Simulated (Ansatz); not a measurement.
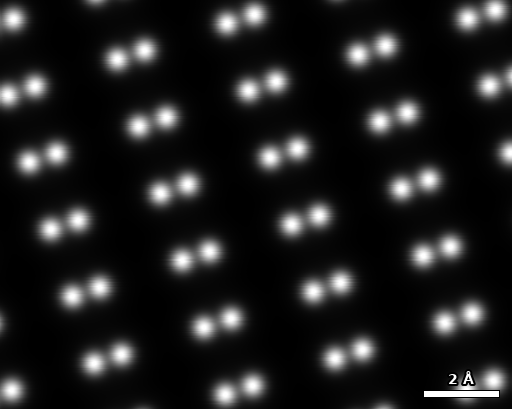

Z-contrast image of Ru (Fd-3m, No. 227). Simulated incoherent Z contrast: every atom adds Z^1.6 spread by a probe of 0.50 Å full width; channelling and multiple scattering are left out. The probe carries 25 % of its weight in a tail 2.5 times as wide. A slight drift was added. Model: coordinates from a relaxation with DFT, PBE, plane waves (420 eV) with PAW, scalar-relativistic in Ansatz; the starting structure was generated, so it need not be a known form of this composition.

```
CELL_PARAMETERS angstrom
5.45569 0.00000 0.00000
0.00000 5.45569 0.00000
0.00000 0.00000 5.45569
ATOMIC_POSITIONS crystal
Ru 0.75000 0.75000 0.75000
Ru 0.00000 0.50000 0.00000
Ru 0.75000 0.25000 0.25000
Ru 0.00000 0.00000 0.50000
Ru 0.25000 0.75000 0.25000
Ru 0.50000 0.50000 0.50000
Ru 0.25000 0.25000 0.75000
Ru 0.50000 0.00000 0.00000
```

### Which beam direction gives this image, [111], [001], [211] or [221]? (Directions equivalent by symmetry count as one.)

[211]. The projected cells are 2.23 × 2.23 Å, 120° for [111]; 1.93 × 1.93 Å, 90° for [001]; 1.93 × 3.15 Å, 90° for [211]; 0.64 × 1.93 Å, 90° for [221], and the image repeats as the [211] one does.
